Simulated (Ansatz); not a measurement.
# How much does Ir in Co(0001), 2x2 scatter?

Aim: the resistance that Ir in Co(0001), 2x2 adds to the host.

Program: Ansatz 0.2.0. Level of theory: Ansatz plane-wave DFT, PBE, PAW files, collinear spin; ballistic transport by layer matching (Landauer), zero bias; PAW set soft_1. Results are calculated unless marked as measured.

### Step 1. The structure

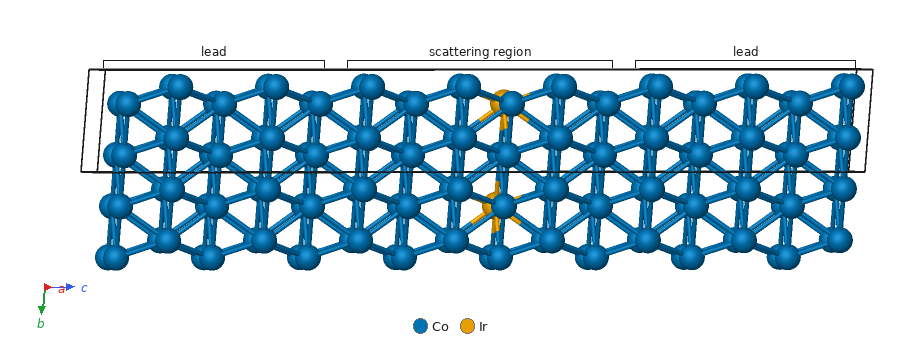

Start, viewed from the side, with the c axis across the page; cobalt blue, iridium orange. 1×2×1 cells are drawn.

The cell holds 64 atoms: 63 Co and 1 Ir. Its edges and angles: a = 5.011 Å, b = 5.011 Å, c = 32.714 Å, α = 90.0°, β = 90.0°, γ = 120.0°. It derives from Co. Regions: lead, 40 atoms (40 Co); scattering region, 24 atoms (23 Co and 1 Ir). The structure is stacked along c, and the current runs across the ab planes.

### Step 2. Transmission at ideal sites

The defect sits in one plane of the supercell, all atoms on ideal sites; the layers about the cell's end are the lead. The mesh across the current, 12×12, is finer than the density's, because channels open and close sharply across the zone. Energies from -0.1 to 0.1 eV in steps of 0.05 eV are too few for the program's thermal sum, so it prints no conductance; for a metal the transmission near the Fermi level serves, at a fraction of the cost.

input.yaml

```yaml
crystal:
  lattice:
    - [5.0108, 0.0, 0.0]
    - [-2.5054, 4.3394800933, 0.0]
    - [0.0, 0.0, 32.7144]
  atoms:
    - { symbol: Co, position: [0.1666666667, 0.3333333333, 0.03125], spin: 2.0 }
    - { symbol: Co, position: [0.1666666667, 0.8333333333, 0.03125], spin: 2.0 }
    - { symbol: Co, position: [0.6666666667, 0.3333333333, 0.03125], spin: 2.0 }
    - { symbol: Co, position: [0.6666666667, 0.8333333333, 0.03125], spin: 2.0 }
    - { symbol: Co, position: [0.3333333333, 0.1666666667, 0.09375], spin: 2.0 }
    - { symbol: Co, position: [0.3333333333, 0.6666666667, 0.09375], spin: 2.0 }
    - { symbol: Co, position: [0.8333333333, 0.1666666667, 0.09375], spin: 2.0 }
    - { symbol: Co, position: [0.8333333333, 0.6666666667, 0.09375], spin: 2.0 }
    - { symbol: Co, position: [0.1666666667, 0.3333333333, 0.15625], spin: 2.0 }
    - { symbol: Co, position: [0.1666666667, 0.8333333333, 0.15625], spin: 2.0 }
    - { symbol: Co, position: [0.6666666667, 0.3333333333, 0.15625], spin: 2.0 }
    - { symbol: Co, position: [0.6666666667, 0.8333333333, 0.15625], spin: 2.0 }
    - { symbol: Co, position: [0.3333333333, 0.1666666667, 0.21875], spin: 2.0 }
    - { symbol: Co, position: [0.3333333333, 0.6666666667, 0.21875], spin: 2.0 }
    - { symbol: Co, position: [0.8333333333, 0.1666666667, 0.21875], spin: 2.0 }
    - { symbol: Co, position: [0.8333333333, 0.6666666667, 0.21875], spin: 2.0 }
    - { symbol: Co, position: [0.1666666667, 0.3333333333, 0.28125], spin: 2.0 }
    - { symbol: Co, position: [0.1666666667, 0.8333333333, 0.28125], spin: 2.0 }
    - { symbol: Co, position: [0.6666666667, 0.3333333333, 0.28125], spin: 2.0 }
    - { symbol: Co, position: [0.6666666667, 0.8333333333, 0.28125], spin: 2.0 }
    - { symbol: Co, position: [0.3333333333, 0.1666666667, 0.34375], spin: 2.0 }
    - { symbol: Co, position: [0.3333333333, 0.6666666667, 0.34375], spin: 2.0 }
    - { symbol: Co, position: [0.8333333333, 0.1666666667, 0.34375], spin: 2.0 }
    - { symbol: Co, position: [0.8333333333, 0.6666666667, 0.34375], spin: 2.0 }
    - { symbol: Co, position: [0.1666666667, 0.3333333333, 0.40625], spin: 2.0 }
    - { symbol: Co, position: [0.1666666667, 0.8333333333, 0.40625], spin: 2.0 }
    - { symbol: Co, position: [0.6666666667, 0.3333333333, 0.40625], spin: 2.0 }
    - { symbol: Co, position: [0.6666666667, 0.8333333333, 0.40625], spin: 2.0 }
    - { symbol: Co, position: [0.3333333333, 0.1666666667, 0.46875], spin: 2.0 }
    - { symbol: Co, position: [0.3333333333, 0.6666666667, 0.46875], spin: 2.0 }
    - { symbol: Co, position: [0.8333333333, 0.1666666667, 0.46875], spin: 2.0 }
    - { symbol: Co, position: [0.8333333333, 0.6666666667, 0.46875], spin: 2.0 }
    - { symbol: Ir, position: [0.1666666667, 0.3333333333, 0.53125] }
    - { symbol: Co, position: [0.1666666667, 0.8333333333, 0.53125], spin: 2.0 }
    - { symbol: Co, position: [0.6666666667, 0.3333333333, 0.53125], spin: 2.0 }
    - { symbol: Co, position: [0.6666666667, 0.8333333333, 0.53125], spin: 2.0 }
    - { symbol: Co, position: [0.3333333333, 0.1666666667, 0.59375], spin: 2.0 }
    - { symbol: Co, position: [0.3333333333, 0.6666666667, 0.59375], spin: 2.0 }
    - { symbol: Co, position: [0.8333333333, 0.1666666667, 0.59375], spin: 2.0 }
    - { symbol: Co, position: [0.8333333333, 0.6666666667, 0.59375], spin: 2.0 }
    - { symbol: Co, position: [0.1666666667, 0.3333333333, 0.65625], spin: 2.0 }
    - { symbol: Co, position: [0.1666666667, 0.8333333333, 0.65625], spin: 2.0 }
    - { symbol: Co, position: [0.6666666667, 0.3333333333, 0.65625], spin: 2.0 }
    - { symbol: Co, position: [0.6666666667, 0.8333333333, 0.65625], spin: 2.0 }
    - { symbol: Co, position: [0.3333333333, 0.1666666667, 0.71875], spin: 2.0 }
    - { symbol: Co, position: [0.3333333333, 0.6666666667, 0.71875], spin: 2.0 }
    - { symbol: Co, position: [0.8333333333, 0.1666666667, 0.71875], spin: 2.0 }
    - { symbol: Co, position: [0.8333333333, 0.6666666667, 0.71875], spin: 2.0 }
    - { symbol: Co, position: [0.1666666667, 0.3333333333, 0.78125], spin: 2.0 }
    - { symbol: Co, position: [0.1666666667, 0.8333333333, 0.78125], spin: 2.0 }
    - { symbol: Co, position: [0.6666666667, 0.3333333333, 0.78125], spin: 2.0 }
    - { symbol: Co, position: [0.6666666667, 0.8333333333, 0.78125], spin: 2.0 }
    - { symbol: Co, position: [0.3333333333, 0.1666666667, 0.84375], spin: 2.0 }
    - { symbol: Co, position: [0.3333333333, 0.6666666667, 0.84375], spin: 2.0 }
    - { symbol: Co, position: [0.8333333333, 0.1666666667, 0.84375], spin: 2.0 }
    - { symbol: Co, position: [0.8333333333, 0.6666666667, 0.84375], spin: 2.0 }
    - { symbol: Co, position: [0.1666666667, 0.3333333333, 0.90625], spin: 2.0 }
    - { symbol: Co, position: [0.1666666667, 0.8333333333, 0.90625], spin: 2.0 }
    - { symbol: Co, position: [0.6666666667, 0.3333333333, 0.90625], spin: 2.0 }
    - { symbol: Co, position: [0.6666666667, 0.8333333333, 0.90625], spin: 2.0 }
    - { symbol: Co, position: [0.3333333333, 0.1666666667, 0.96875], spin: 2.0 }
    - { symbol: Co, position: [0.3333333333, 0.6666666667, 0.96875], spin: 2.0 }
    - { symbol: Co, position: [0.8333333333, 0.1666666667, 0.96875], spin: 2.0 }
    - { symbol: Co, position: [0.8333333333, 0.6666666667, 0.96875], spin: 2.0 }
magnetization:
  spin_polarized: true
kpoints:
  mp_grid: { grid: [5, 5, 1] }
hamiltonian:
  xc: pbe
  pseudopotentials: { kind: paw, azcp: { folder: soft_1 } }
scf:
  occupations: { method: fermi_dirac, width: 0.1 }
output:
  transmission: { leads: [[0, 8]], kmesh: [12, 12], e_range: [-0.1, 0.1], de: 0.05 }
  write_potential: true
  write_density: true
  volumetric_format: npy
  elf: true
```

Started as:

```
$ ansatz run input.yaml --threads 4 --pin off --max-ram 15360MiB --backend cpu --events-out ev --progress --plain --runs-dir out
```

Numbers of over 12 decimals in the logs are rounded to 6 here.

The program printed:

```text
Engine: ansatz 0.2.0, aarch64-unknown-linux-gnu
Pseudopotentials: kind: paw
Pseudopotential: Co, paw, valence charge 17, recommended cutoff 420 eV (normal), soft_1/Co.paw.azcp
Pseudopotential: Ir, paw, valence charge 17, recommended cutoff 420 eV (normal), soft_1/Ir.paw.azcp
Functional definition: PBE
  parameter kappa = 0.804
  parameter beta = 0.066725
  exchange = pbe_x(kappa = kappa, mu = beta*pi^2/3)
  correlation = pbe_c(beta = beta)
Crystal: 64 atoms, lattice volume = 711.351 Å³
Basis set: ecut = 420 eV, 14011 PW (Γ)
Bands: 729, of which v1, the nominal top of the filled ones, is band 544 counted from 1 (543 counted from 0)
Symmetry: 12 space group operations
Space group: P-6m2 (ITA 187), of the structure as read, at distance tolerance 8.9e-5 Å
Magnetic group: BNS 187.209 (UNI 1439), of the structure as read, at distance tolerance 8.9e-5 Å
k-points: 5 of 25 (time reversal used)
Non-local potential: Co, projectors of the file, l = 0: 3, l = 1: 2, l = 2: 3, l = 3: 1
Non-local potential: Ir, projectors of the file, l = 0: 3, l = 1: 2, l = 2: 2, l = 3: 1
PAW form: soft (Blöchl's): semilocal exchange-correlation on the pseudo side does not see the compensation charge
PAW one-centre angular grid: Co, 590 points (default); XC on 64 Gauss nodes
PAW one-centre angular grid: Ir, 590 points (default); XC on 64 Gauss nodes
Initial density: superposition of atomic densities (chi_scale 0.1, normalization cell)
Starting moments: Σ|m| = 126 μB on 63 of 64 sites
Initial wavefunctions: pseudopotential atomic-orbital guess
Functional: x = pbe(κ = 0.804, μ = 0.219515), c = pbe(β = 0.066725)
SCF iter   1: F=—  HF=-334864.901632 eV  |F-HF|=—  |Δ(HF+E_count)|=         —  Δρ=5.99e-2 (↑4.27e-2 ↓5.99e-2)  dr2=5.08e1  dr2_m=1.65e0  M=109.525 μB ∫|m|=114.308 μB  β_m=0.30  ethr=3.10e-3  ⟨swp⟩=4.7  Hψ=25737  notcnv=0  defer=300
Mixer restart at iter 1: flushing history
preconditioner: auto → Kerker (q_TF=auto, 2.929 Å⁻¹)  [metal: Δε(μ)=0.009 eV  Ē_g=8.411 eV  σ=0.100 eV  W_gap=0.02  n_scr=312 (ndim 8)  ℏωp=33.4 eV  f_vac=0.000  D(μ)=59.97/eV (n_scr^D=694)]
spin=Collinear: Kerker preconditioning applied to the charge; magnetization (m = ρ↑ − ρ↓) channel mixes plain (no charge-response kernel on spin).
SCF iter   2: F=—  HF=-334844.203526 eV  |F-HF|=—  |Δ(HF+E_count)|=    2.07e1  Δρ=1.95e-2 (↑1.95e-2 ↓1.95e-2)  dr2=6.18e0  dr2_m=1.35e0  M=109.122 μB ∫|m|=115.245 μB  β_m=0.31  ethr=3.10e-3  ⟨swp⟩=2.7  Hψ=11706  notcnv=0  defer=987
SCF iter   3: F=—  HF=-334857.575285 eV  |F-HF|=—  |Δ(HF+E_count)|=    1.34e1  Δρ=2.06e-2 (↑2.06e-2 ↓1.31e-2)  dr2=3.35e0  dr2_m=6.87e-1  M=107.921 μB ∫|m|=115.169 μB  β_m=0.66  ethr=5.68e-4  ⟨swp⟩=2.0  Hψ=8381  notcnv=0  defer=994
[...]
SCF converged after 21 iterations
Magnetization: 104.9504 μB (596.4752 up, 491.5248 down)
Absolute magnetization: 115.1399 μB (∫|ρ↑−ρ↓|, with the PAW one-centre terms)
Spin contamination: 1.8352 ħ² per cell (⟨S²⟩ above its minimum at these occupations)
Per-site moments (μB) at R_I (Å): [(1.748015, 1.033141), (1.745209, 1.033141), (1.745209, 1.033141), (1.745209, 1.033141), (1.746320, 1.033141), (1.746320, 1.033141), (1.746320, 1.033141), (1.745786, 1.033141), (1.748130, 1.033141), (1.745168, 1.033141), (1.745168, 1.033141), (1.745168, 1.033141), (1.746492, 1.033141), (1.746492, 1.033141), (1.746492, 1.033141), (1.744448, 1.033141), (1.746697, 1.033141), (1.745182,  [...]
Free energy (F): -334885.494933 eV
Harris-Foulkes:  -334885.494933 eV  (|F-HF|=7.26e-8)
Internal energy: -334883.487711 eV  (E = F + TS)
E sigma→0 (E₀):  -334884.491322 eV
Entropy (-TS):   -2.007222 eV (-31.363 meV/atom)
Fermi energy:    18.396881 eV
--- Per-component energies (eV) ---
  E_band       = -15864.096376
  E_kinetic    = 18891.461197
  E_local      = -169966.832088  (includes V_loc(G=0)·N_el)
  E_nonlocal   = 27542.816259
  E_hartree    = 75276.517611
  E_xc         = -6031.088178
  E_vxc        = -7722.307068  (∫ρ·V_xc dr)
  E_paw        = -108255.869650  (= ΣΔE_a)
  E_vpaw       = -35162.273763  (= ΣTr[D̂ρ^β])
  E_aug_tail   = -0.000631  (compensation charges beyond the density's cutoff)
  E_ewald      = -172340.492231
  E_smearing   = -2.007222  (= −TS)
  E_closure    = -0.000000  (closes the sum)
  Σ components = -334885.494933   (vs F -334885.494933, Δ=0.00e0)
--- Band table (eV; the first three rows and the last of 10) ---
  k-point 0 ↑: bands = [... 540 lower, 17.7031, 17.7032, 17.7032, 17.7050, 17.7094, 17.7094, 17.7137, 17.7142, ... 181 higher]
  k-point 1 ↑: bands = [... 540 lower, 17.5485, 17.5489, 17.5490, 17.5510, 17.5514, 17.5538, 17.5559, 17.5578, ... 181 higher]
  k-point 2 ↑: bands = [... 540 lower, 17.2724, 17.2753, 17.2783, 17.3048, 17.3171, 17.3460, 17.3827, 17.3884, ... 181 higher]
  k-point 4 ↓: bands = [... 540 lower, 19.1592, 19.1635, 19.2250, 19.2332, 19.2380, 19.2380, 19.2565, 19.2575, ... 181 higher]
--- Transmission ---
  basis      : 199 plane waves across, 43 finite elements along
  points     : 19, standing for a mesh of 12 x 12
  energies   : 5 from -0.100000 to 0.100000 eV about the Fermi level, 0.050000 eV apart; the leads are filled to 0.000000 eV, and channels, transmission and decay are at 0.000000 eV
  crystal 0  : Co8, at the sites [0, 8], period 4.0893 Å, over 30.67 Å; its Hamiltonian steps by up to 0.3 meV
    offset         : up to 0.0000 Å between an atom of the period and one for which it stands
    channels       : 2.333333e0 up, 4.923611e0 down
    conductance    : none, the energies end too early or step too widely for 300 K: set another output.transmission.e_range or a lower de, or, where they end at an eighth of basis.ecutwfc, a higher one
    slowest decay  : 0.1124 /Å at (0.0000, 0.0000)
  junction   : crystal 0 to crystal 0, 1.35 to 29.97 Å
    transmission   : 1.753686e0 up, 4.575199e0 down
    conductance    : none, the energies end too early or step too widely for 300 K: set another output.transmission.e_range or a lower de, or, where they end at an eighth of basis.ecutwfc, a higher one
```

Run time: 24 min. Hardware: 4 threads of Arm Neoverse V1, shared host; peak memory 6.7 GiB.

Numbers from this step:

- free energy: -334885.4949 eV
- energy at zero smearing: -334884.4913 eV
- Fermi energy: 18.40 eV
- magnetization: 105.0 μB
- absolute magnetization: 115.1 μB
- cell area: 21.74 Å²
- transmission, spin up: 1.754
- transmission, spin down: 4.575
- open channels, spin up: 2.333
- open channels, spin down: 4.924
- step of the lead's potential: 0.3 meV

Per spin. Table of transmission, zone mean by energy, zero at the Fermi level:

```
energy (eV)  T up  T down
    -0.1000  1.67    4.72
    -0.0500  1.72    4.69
     0.0000  1.75    4.58
     0.0500  1.75    4.76
     0.1000  1.72    5.00
```

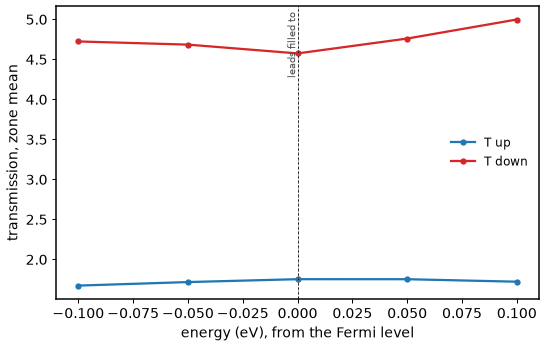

Transmission, zone mean against energy.

Per spin. Open channels, zone mean against energy, zero at the Fermi level:

```
energy (eV)  lead up  lead down
    -0.1000     2.33       5.12
    -0.0500     2.33       5.17
     0.0000     2.33       4.92
     0.0500     2.29       5.22
     0.1000     2.29       5.26
```

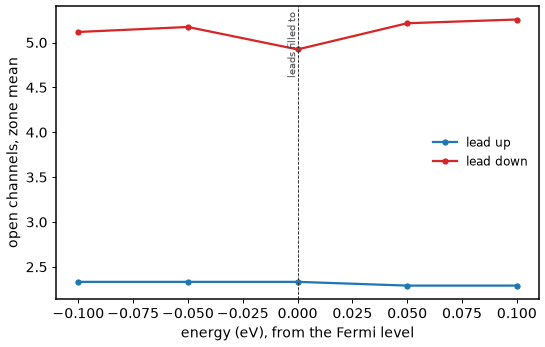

Open channels, zone mean, plotted against energy.

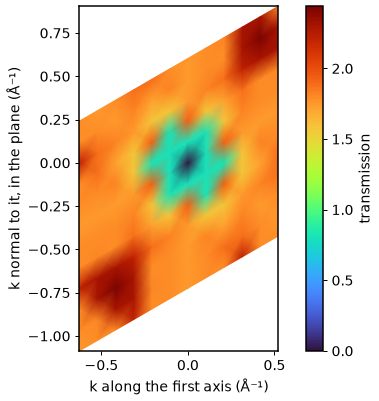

Transmission over k1 and k2. At 0.0000 eV from the Fermi level, spin up.

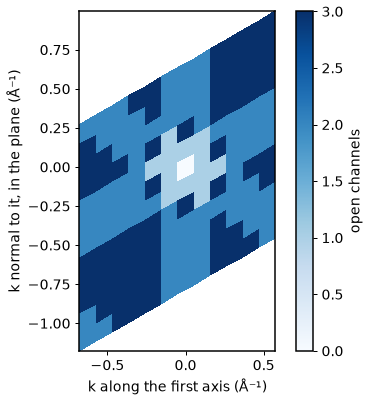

Open channels over k1 and k2. At 0.0000 eV from the Fermi level, spin up.

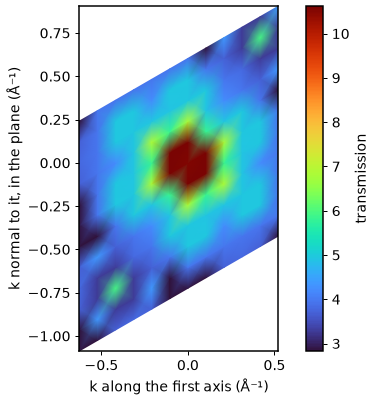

Transmission over k1 and k2. At 0.0000 eV from the Fermi level, spin down.

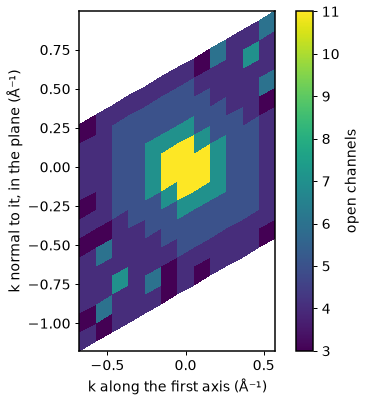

Open channels over k1 and k2. At 0.0000 eV from the Fermi level, spin down.

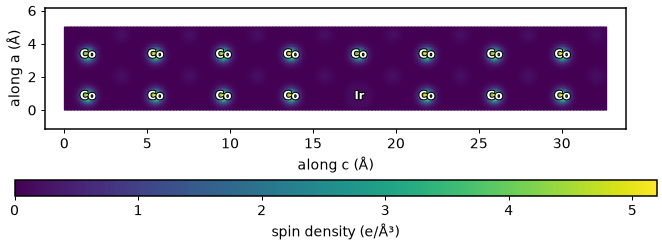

Spin density in the ca plane at fractional y = 0.333, with atoms of Co and Ir within 0.2 Å of it.

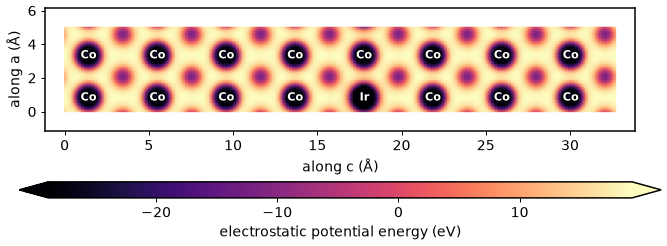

Electrostatic potential energy in the ca plane at fractional y = 0.333, with atoms of Co and Ir within 0.2 Å of it. With pseudopotentials it is smooth inside the atoms' cores, unlike the true potential.

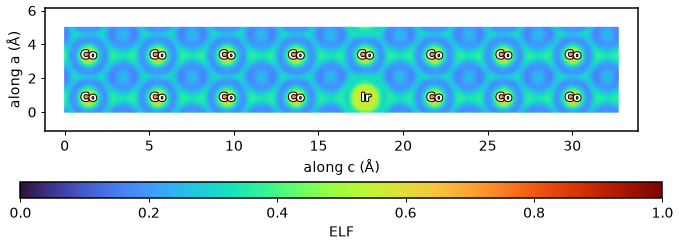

ELF in the ca plane at fractional y = 0.333, with atoms of Co and Ir within 0.2 Å of it. It is the smooth field of the valence electrons, not physical close to the nuclei.

Nearest the Fermi level spin up passes 1.75 of 2.33 channels of the lower lead and spin down 4.58 of 4.92.

### Step 3. Resistance at ideal sites

This step: Ansatz plane-wave DFT, PBE, PAW files, collinear spin; ballistic transport by layer matching (Landauer), zero bias; area resistance of the defect plane and resistivity an atomic per cent; PAW set soft_1 (Ansatz 0.2.0).

This step gave:

- area resistance: 0.08991 fΩ m²
- T over the leads' mean channel count: 0.8642
- spin asymmetry γ: -0.7760 (R down - R up) / (R down + R up)
- resistivity per at.% scaled from this dense plane, with the factor 3/4 for isotropic scattering: 1.319 µΩ cm

Averaged over the energies near the Fermi level, 86.4 % of the channels pass, which makes 0.0899 fΩ m².

By hand, with means over the energies near the Fermi level: RA per spin = A (h/e²)(1/T − ½[1/N₁ + 1/N₂]); spin up: 21.74×10⁻²⁰ m² × 25 813 Ω × (1/1.742 − ½[1/2.319 + 1/2.319]) = 0.803 fΩ m²; spin down: 21.74×10⁻²⁰ m² × 25 813 Ω × (1/4.674 − ½[1/5.104 + 1/5.104]) = 0.101 fΩ m². The spins conduct in parallel, so 1/RA = 1/0.803 + 1/0.101 and RA = 0.0899 fΩ m²; γ = (0.101 − 0.803)/(0.101 + 0.803) = -0.78.

### Step 4. Outcome

| Item | Value |
| --- | --- |
| share of channels that pass, rigid | 0.864 |
| area resistance, rigid | 0.0899 fΩ m² |
| resistivity per at.% from the area resistance, times 3/4, rigid | 1.32 µΩ cm |

What this shows: The plane of defects adds 0.090 fΩ m². Scaled to one atomic per cent that is 1.8 µΩ cm as it stands and 1.3 with the factor 3/4 for isotropic scattering on a spherical Fermi surface. These are rough estimates of the dilute value, not bounds. One Ir in each 2x2 cell reflects 14 % of the lead's channels. The defect scatters spin up more strongly (asymmetry -0.78). The defects form a dense periodic sheet that scatters coherently, unlike a dilute random alloy. T and N are means over the solved energies nearest the Fermi level. Spin-orbit coupling is left out, which matters for Ir. One magnetic start was tried, and the two spins conduct in parallel without mixing.

[Logs are printed without paths, hosts, clocks, repeated set-up lines and the standing remarks that a program may print on its own settings, such as how far it seeks lower states.]

[Hosts, paths, dates, database ids (printed as entryN), source tags and the programs' standing remarks are cut or masked in the printed files.]
